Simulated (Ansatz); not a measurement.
ZnSe: geometry relaxation (part 2 of 2)

The same run, continued: ZnSe (4 atoms in the cell); DFT PBE, scalar-relativistic, plane waves, PAW, no spin polarisation (Ansatz 0.2.0); cutoff 420 eV, 8×8×6 k-mesh, Gaussian smearing of 0.02 eV. The structure was made by a generator, so it may or may not be a known phase.

Geometry of the input (Å; fractional positions):
```
4.1077  0.0000  0.0000
0.0000  4.1077  0.0000
0.0000  0.0000  6.0704
Zn 0.0000  0.0000  0.0000
Zn 0.5000  0.5000  0.0000
Se 0.0000  0.5000  0.2463
Se 0.5000  0.0000  0.7537
```

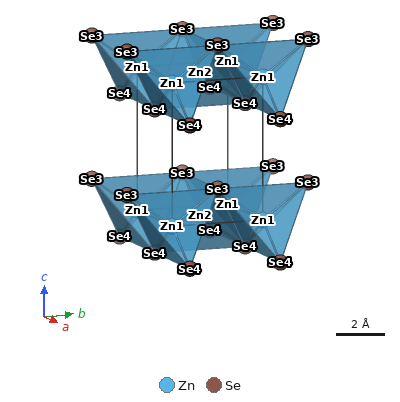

Fig. 1: The geometry at step 3 of the log (polyhedral view of the cell of the calculation, seen slightly off an axis; polyhedra are completed across the faces of the cell; atoms are numbered from 1 in the order of the input).

What the program printed, continued
```
Crystal: 4 atoms, lattice volume = 108.453 Å³
iter 1 solved again at ethr=1.31e-6 eV; its pass at ethr=3.10e-3 eV (dr2=7.33e-4 eV) is discarded
SCF iter   1: F=—  HF=-17578.439771 eV  |F-HF|=—  |Δ(HF+E_count)|=         —  Δρ=7.17e-4  dr2=8.01e-4  ethr=1.31e-6  ⟨swp⟩=3.2  Hψ=10892  notcnv=0
preconditioner: auto → Resta (q_TF=auto, 2.444 Å⁻¹)  ε∞=4.9  [insulator: Δε(μ)=2.036 eV  Ē_g=10.789 eV  σ=0.020 eV  W_gap=1.00  n_scr=28 (ndim 8)  ℏωp=21.4 eV  f_vac=0.264  D(μ)=0.00/eV (n_scr^D=0)  ε∞_Penn≈4.9]
SCF iter   2: F=—  HF=-17578.439597 eV  |F-HF|=—  |Δ(HF+E_count)|=   1.74e-4  Δρ=3.35e-4  dr2=1.26e-4  ethr=1.31e-6  ⟨swp⟩=2.8  Hψ=3144  notcnv=0
SCF iter   3: F=—  HF=-17578.439580 eV  |F-HF|=—  |Δ(HF+E_count)|=   1.72e-5  Δρ=1.67e-4  dr2=2.95e-5  ethr=2.26e-7  ⟨swp⟩=2.1  Hψ=3108  notcnv=0
SCF iter   4: F=—  HF=-17578.439610 eV  |F-HF|=—  |Δ(HF+E_count)|=   3.00e-5  Δρ=6.49e-5  dr2=5.79e-6  ethr=5.27e-8  ⟨swp⟩=2.0  Hψ=2998  notcnv=0
SCF iter   5: F=—  HF=-17578.439613 eV  |F-HF|=—  |Δ(HF+E_count)|=   3.19e-6  Δρ=1.23e-5  dr2=4.74e-7  ethr=1.03e-8  ⟨swp⟩=2.0  Hψ=3120  notcnv=0
SCF iter   6: F=-17578.439613 eV  HF=-17578.439613 eV  |F-HF|=8.51e-8  |Δ(HF+E_count)|=   5.21e-7  Δρ=5.91e-6  dr2=6.18e-8  ethr=1.61e-10  ⟨swp⟩=9.9  Hψ=16719  notcnv=0
SCF 5 converged in 6 iterations: F = -17578.439613 eV  dr2 = 6.18e-8
  Residual-converged pass: ⟨swp⟩=1.0  Hψ=2280  notcnv=0  max |occ|·‖R‖ = 6.9e-9 eV (tolerance 1.0e-8 eV)  dr2=6.18e-8  dr2_onsite=3.33e-8  max |Δocc| = 0.0e0
relax step   5: F+E_penalty+E_count = -17578.43961343 eV  Δ(F+E_penalty+E_count) = +1.335e-4 eV  max|allowed force component| = 2.288e-2 eV/Å  Δτ_max = 0.0078 Å  P = -0.110 GPa  Ω = 108.453 Å³  energy of the carried Pulay correction = -1.880e-3 eV  (6 SCF iters, dr2 threshold 9.00e-8 eV, accepted)
Crystal: 4 atoms, lattice volume = 108.928 Å³
iter 1 solved again at ethr=8.55e-7 eV; its pass at ethr=3.10e-3 eV (dr2=4.79e-4 eV) is discarded
SCF iter   1: F=—  HF=-17578.439715 eV  |F-HF|=—  |Δ(HF+E_count)|=         —  Δρ=7.51e-4  dr2=5.19e-4  ethr=8.55e-7  ⟨swp⟩=3.1  Hψ=10901  notcnv=0
preconditioner: auto → Resta (q_TF=auto, 2.442 Å⁻¹)  ε∞=4.9  [insulator: Δε(μ)=2.047 eV  Ē_g=10.801 eV  σ=0.020 eV  W_gap=1.00  n_scr=28 (ndim 8)  ℏωp=21.3 eV  f_vac=0.267  D(μ)=0.00/eV (n_scr^D=0)  ε∞_Penn≈4.9]
SCF iter   2: F=—  HF=-17578.439596 eV  |F-HF|=—  |Δ(HF+E_count)|=   1.19e-4  Δρ=3.34e-4  dr2=7.47e-5  ethr=8.55e-7  ⟨swp⟩=2.9  Hψ=3575  notcnv=0
SCF iter   3: F=—  HF=-17578.439622 eV  |F-HF|=—  |Δ(HF+E_count)|=   2.67e-5  Δρ=1.51e-4  dr2=1.43e-5  ethr=1.33e-7  ⟨swp⟩=2.0  Hψ=3598  notcnv=0
SCF iter   4: F=—  HF=-17578.439618 eV  |F-HF|=—  |Δ(HF+E_count)|=   4.02e-6  Δρ=4.81e-5  dr2=1.89e-6  ethr=2.56e-8  ⟨swp⟩=2.0  Hψ=2998  notcnv=0
SCF iter   5: F=—  HF=-17578.439620 eV  |F-HF|=—  |Δ(HF+E_count)|=   1.84e-6  Δρ=1.02e-5  dr2=2.21e-7  ethr=3.38e-9  ⟨swp⟩=2.9  Hψ=3682  notcnv=0
SCF iter   6: F=—  HF=-17578.439620 eV  |F-HF|=—  |Δ(HF+E_count)|=   1.32e-7  Δρ=4.01e-6  dr2=5.56e-8  ethr=6.98e-11  ⟨swp⟩=9.8  Hψ=16074  notcnv=0
SCF iter   7: F=-17578.439620 eV  HF=-17578.439620 eV  |F-HF|=5.12e-9  |Δ(HF+E_count)|=   5.53e-8  Δρ=1.67e-6  dr2=6.16e-9  ethr=6.98e-11  ⟨swp⟩=8.7  Hψ=14203  notcnv=0
SCF 6 converged in 7 iterations: F = -17578.439620 eV  dr2 = 6.16e-9
relax step   6: F+E_penalty+E_count = -17578.43962028 eV  Δ(F+E_penalty+E_count) = -6.853e-6 eV  max|allowed force component| = 3.342e-4 eV/Å  Δτ_max = 0.0096 Å  P = -0.000 GPa  Ω = 108.928 Å³  energy of the carried Pulay correction = -2.023e-3 eV  (7 SCF iters, dr2 threshold 3.91e-8 eV, accepted)
Initial wavefunctions: pseudopotential atomic-orbital guess (no wavefunctions were taken with the density)
iter 1 solved again at ethr=6.33e-7 eV; its pass at ethr=3.10e-3 eV (dr2=3.55e-4 eV) is discarded
SCF iter   1: F=—  HF=-17578.417741 eV  |F-HF|=—  |Δ(HF+E_count)|=         —  Δρ=8.73e-4  dr2=2.27e-5  ethr=6.33e-7  ⟨swp⟩=2.9  Hψ=13574  notcnv=0
preconditioner: auto → Resta (q_TF=auto, 2.442 Å⁻¹)  ε∞=4.9  [insulator: Δε(μ)=2.042 eV  Ē_g=10.805 eV  σ=0.020 eV  W_gap=1.00  n_scr=28 (ndim 8)  ℏωp=21.3 eV  f_vac=0.267  D(μ)=0.00/eV (n_scr^D=0)  ε∞_Penn≈4.9]
SCF iter   2: F=—  HF=-17578.433426 eV  |F-HF|=—  |Δ(HF+E_count)|=   1.57e-2  Δρ=4.47e-4  dr2=9.01e-6  ethr=4.05e-8  ⟨swp⟩=3.0  Hψ=3731  notcnv=0
SCF iter   3: F=—  HF=-17578.441551 eV  |F-HF|=—  |Δ(HF+E_count)|=   8.13e-3  Δρ=9.08e-5  dr2=1.48e-6  ethr=1.61e-8  ⟨swp⟩=2.3  Hψ=3455  notcnv=0
SCF iter   4: F=—  HF=-17578.441862 eV  |F-HF|=—  |Δ(HF+E_count)|=   3.11e-4  Δρ=1.86e-5  dr2=2.29e-7  ethr=2.65e-9  ⟨swp⟩=2.0  Hψ=3078  notcnv=0
SCF iter   5: F=—  HF=-17578.441869 eV  |F-HF|=—  |Δ(HF+E_count)|=   7.32e-6  Δρ=8.90e-6  dr2=5.87e-8  ethr=4.09e-10  ⟨swp⟩=2.0  Hψ=3000  notcnv=0
SCF iter   6: F=—  HF=-17578.441872 eV  |F-HF|=—  |Δ(HF+E_count)|=   2.40e-6  Δρ=3.20e-6  dr2=1.80e-8  ethr=1.05e-10  ⟨swp⟩=2.9  Hψ=3525  notcnv=0
SCF iter   7: F=—  HF=-17578.441872 eV  |F-HF|=—  |Δ(HF+E_count)|=   9.70e-8  Δρ=9.62e-7  dr2=2.44e-9  ethr=3.22e-11  ⟨swp⟩=2.1  Hψ=3152  notcnv=0
SCF iter   8: F=—  HF=-17578.441872 eV  |F-HF|=—  |Δ(HF+E_count)|=   9.80e-9  Δρ=2.75e-7  dr2=2.36e-10  ethr=4.36e-12  ⟨swp⟩=2.0  Hψ=2562  notcnv=0
SCF iter   9: F=-17578.441872 eV  HF=-17578.441872 eV  |F-HF|=7.64e-11  |Δ(HF+E_count)|=  1.20e-10  Δρ=1.01e-7  dr2=3.02e-11  ethr=1.00e-12  ⟨swp⟩=5.0  Hψ=10001  notcnv=0
SCF 7 converged in 9 iterations: F = -17578.441872 eV  dr2 = 3.02e-11
relax step   7: F+E_penalty+E_count = -17578.44187167 eV  Δ(F+E_penalty+E_count) = -2.251e-3 eV  max|allowed force component| = 6.687e-4 eV/Å  Δτ_max = 0.0000 Å  P = +0.005 GPa  Ω = 108.928 Å³  stress off target by 1.77e-2 GPa  SCF on the basis re-selected at this cell (its energy is not comparable with the rows above)  (9 SCF iters)
basis re-selected at this cell: Δ(F+E_penalty+E_count) = -2.251e-3 eV, ΔP = +0.005 GPa vs the last step (what re-selecting the basis moved, of the pressure what is left beyond the Pulay correction that the steps carried, after the strain that the cell walked since its last selection, with what the two solves' SCF thresholds leave and, on support functions, any second-order correction that the steps lacked; it is no measure of the basis error at this ecutwfc). This SCF's stress stands 1.77e-2 GPa from its target on what of the cell is left free (relax.cell.stress_tol is 5.00e-2 GPa) and its largest allowed force component is 6.69e-4 eV/Å (relax.f_tol is 1.00e-2 eV/Å): within both
SCF converged after 9 iterations
Free energy (F): -17578.441872 eV
Harris-Foulkes:  -17578.441872 eV  (|F-HF|=7.64e-11)
Internal energy: -17578.441872 eV  (E = F + TS)
E sigma→0 (E₀):  -17578.441872 eV
Fermi energy:    5.532573 eV
--- Per-component energies (eV) ---
  E_band       = -879.711709
  E_kinetic    = 497.571562
  E_local      = -10667.731247  (includes V_loc(G=0)·N_el)
  E_nonlocal   = 38.495457
  E_hartree    = 4954.881317
  E_xc         = -481.649855
  E_vxc        = -298.686700  (∫ρ·V_xc dr)
  E_paw        = -7480.187866  (= ΣΔE_a)
  E_vpaw       = -359.121815  (= ΣTr[D̂ρ^β])
  E_aug_tail   = -0.001917  (compensation charges beyond the density's cutoff)
  E_ewald      = -4439.819322
  E_smearing   = -0.000000  (= −TS)
  E_closure    = -0.000000  (closes the sum)
  Σ components = -17578.441872   (vs F -17578.441872, Δ=0.00e0)
--- Forces (eV/Å), atoms counted from 1 ---
  atom   1  Zn     0.00000000     0.00000000     0.00000000
  atom   2  Zn     0.00000000     0.00000000     0.00000000
  atom   3  Se     0.00000000     0.00000000    -0.00066866
  atom   4  Se     0.00000000     0.00000000     0.00066866
  max |Σ_I F_I| component: 4.34e-19 eV/Å
--- Stress (GPa, compression-positive) ---
       -0.001864       0.000000       0.000000
        0.000000      -0.001864       0.000000
        0.000000       0.000000       0.017687
  P = ⅓ Tr σ = 0.0047 GPa (0.047 kbar)
--- Band table (eV; the first three rows and the last of 60) ---
  k-point 0: bands = ["-42.0849", "-42.0848", "-42.0833", "-42.0833", "-42.0832", "-42.0832", "-42.0814", "-42.0814", "-42.0802", "-42.0802", "-8.2990", "-7.4417", "-2.1374", "-2.1173", "-2.0554", "-2.0554", "-2.0037", "-1.6608", "-1.6608", "-1.5383", "-1.4751", "-1.2610", "0.5632", "2.4722", "2.4722", "4.4190", "4.5112", "4.5112", "6.5539", "6.6245", "7.6862", "10.2569", "10.5695", "10.5695"]
  k-point 1: bands = ["-42.0849", "-42.0848", "-42.0833", "-42.0833", "-42.0832", "-42.0832", "-42.0814", "-42.0814", "-42.0802", "-42.0802", "-8.2855", "-7.4606", "-2.1374", "-2.1118", "-2.0560", "-2.0560", "-2.0128", "-1.6607", "-1.6607", "-1.5382", "-1.4751", "-1.2610", "0.6256", "2.4883", "2.4883", "4.1663", "4.4766", "4.4766", "6.5657", "6.9651", "7.7440", "10.1768", "10.6578", "10.6578"]
  k-point 2: bands = ["-42.0849", "-42.0848", "-42.0833", "-42.0833", "-42.0832", "-42.0832", "-42.0814", "-42.0814", "-42.0802", "-42.0802", "-8.2566", "-7.5002", "-2.1374", "-2.0970", "-2.0571", "-2.0571", "-2.0346", "-1.6605", "-1.6605", "-1.5379", "-1.4751", "-1.2610", "0.7613", "2.5218", "2.5218", "3.7549", "4.4071", "4.4071", "6.5902", "7.5881", "7.8723", "10.0266", "10.8489", "10.8489"]
  k-point 59: bands = ["-42.0846", "-42.0846", "-42.0834", "-42.0834", "-42.0832", "-42.0832", "-42.0815", "-42.0815", "-42.0801", "-42.0801", "-7.3721", "-7.3721", "-2.1976", "-2.1976", "-1.7738", "-1.7738", "-1.6560", "-1.6560", "-1.6415", "-1.6415", "-1.5558", "-1.5558", "0.4635", "0.4635", "2.2426", "2.2426", "2.2646", "2.2646", "9.0028", "9.0028", "9.2346", "9.2346", "12.6303", "12.6303"]
--- Relaxed structure (6 steps of the walk, 6 accepted, 1 SCFs on fresh bases) ---
  F+E_penalty+E_count = -17578.44187167 eV   max|allowed force component| = 6.687e-4 eV/Å   (the final SCF, on the basis selected at the relaxed cell)
  cell:  # Å, volume = 108.9275 Å³
    - [4.101291799064048, 4.227097011571844e-35, 0.0]
    - [4.227097011571844e-35, 4.101291799064048, 0.0]
    - [0.0, 0.0, 6.475842012657123]
  atoms:
    - { symbol: Zn, position: [8.619749220135895e-36, 1.1033579478569601e-36, 3.1726834374486107e-34] }
    - { symbol: Zn, position: [0.5, 0.5, 6.345366874897222e-35] }
    - { symbol: Se, position: [-6.694551465113636e-36, 0.5, 0.23014334345315077] }
    - { symbol: Se, position: [0.5, 3.4787343306561685e-37, 0.7698566565468493] }
```

Trajectory as extended XYZ (Å, eV, eV/Å), 7 frames, from step=1 to step=7
```
4
Lattice="4.1077 0.0000 0.0000 0.0000 4.1077 0.0000 0.0000 0.0000 6.0704" Properties=species:S:1:pos:R:3:forces:R:3 step=1 energy=-17578.43620 pressure_GPa=-0.18
Zn    0.0000    0.0000    0.0000    0.0000   0.0000   0.0000
Zn    2.0539    2.0539    0.0000    0.0000   0.0000   0.0000
Se    0.0000    2.0539    1.4950    0.0000   0.0000  -0.0874
Se    2.0539    0.0000    4.5753    0.0000   0.0000   0.0874
4
Lattice="4.1124 0.0000 0.0000 0.0000 4.1124 0.0000 0.0000 0.0000 6.1138" Properties=species:S:1:pos:R:3:forces:R:3 step=2 energy=-17578.43769 pressure_GPa=0.08
Zn    0.0000    0.0000    0.0000    0.0000   0.0000   0.0000
Zn    2.0562    2.0562    0.0000    0.0000   0.0000   0.0000
Se    0.0000    2.0562    1.4818    0.0000   0.0000   0.0170
Se    2.0562    0.0000    4.6320    0.0000   0.0000  -0.0170
4
Lattice="4.1103 0.0000 0.0000 0.0000 4.1103 0.0000 0.0000 0.0000 6.1663" Properties=species:S:1:pos:R:3:forces:R:3 step=3 energy=-17578.43840 pressure_GPa=0.12
Zn    0.0000    0.0000    0.0000    0.0000   0.0000   0.0000
Zn    2.0552    2.0552    0.0000    0.0000   0.0000   0.0000
Se    0.0000    2.0552    1.4816    0.0000   0.0000   0.0299
Se    2.0552    0.0000    4.6846    0.0000   0.0000  -0.0299
4
Lattice="4.1008 0.0000 0.0000 0.0000 4.1008 0.0000 0.0000 0.0000 6.3805" Properties=species:S:1:pos:R:3:forces:R:3 step=4 energy=-17578.43975 pressure_GPa=0.14
Zn    0.0000    0.0000    0.0000    0.0000   0.0000   0.0000
Zn    2.0504    2.0504    0.0000    0.0000   0.0000   0.0000
Se    0.0000    2.0504    1.4867    0.0000   0.0000   0.0324
Se    2.0504    0.0000    4.8938    0.0000   0.0000  -0.0324
4
Lattice="4.1056 0.0000 0.0000 0.0000 4.1056 0.0000 0.0000 0.0000 6.4342" Properties=species:S:1:pos:R:3:forces:R:3 step=5 energy=-17578.43961 pressure_GPa=-0.11
Zn    0.0000    0.0000    0.0000    0.0000   0.0000   0.0000
Zn    2.0528    2.0528    0.0000    0.0000   0.0000   0.0000
Se    0.0000    2.0528    1.4909    0.0000   0.0000  -0.0229
Se    2.0528    0.0000    4.9433    0.0000   0.0000   0.0229
4
Lattice="4.1013 0.0000 0.0000 0.0000 4.1013 0.0000 0.0000 0.0000 6.4758" Properties=species:S:1:pos:R:3:forces:R:3 step=6 energy=-17578.43962 pressure_GPa=-0.00
Zn    0.0000    0.0000    0.0000    0.0000   0.0000   0.0000
Zn    2.0506    2.0506    0.0000    0.0000   0.0000   0.0000
Se    0.0000    2.0506    1.4904    0.0000   0.0000   0.0003
Se    2.0506    0.0000    4.9855    0.0000   0.0000  -0.0003
4
Lattice="4.1013 0.0000 0.0000 0.0000 4.1013 0.0000 0.0000 0.0000 6.4758" Properties=species:S:1:pos:R:3:forces:R:3 step=7 energy=-17578.44187 pressure_GPa=0.00
Zn    0.0000    0.0000    0.0000    0.0000   0.0000   0.0000
Zn    2.0506    2.0506    0.0000    0.0000   0.0000   0.0000
Se    0.0000    2.0506    1.4904    0.0000   0.0000  -0.0007
Se    2.0506    0.0000    4.9855    0.0000   0.0000   0.0007
```

Key numbers

```tsv
quantity	value
outcome	converged
space group (tolerance 0.01 Å)	P4/nmm (129)
electrons treated	56
free energy	−17578.4419 eV
Fermi energy	5.533 eV
gap on the k-point mesh	2.04 eV
pressure	0.00 GPa
final volume	108.93 Å³
largest force (length of the vector) at the end	0.001 eV/Å
final cell	a = 4.101 Å, b = 4.101 Å, c = 6.476 Å, α = 90.00°, β = 90.00°, γ = 90.00°
hardware	1 thread of Arm Neoverse V1, 24 GiB of memory available, shared host
wall time	1.9 min
peak memory	0.47 GiB
```
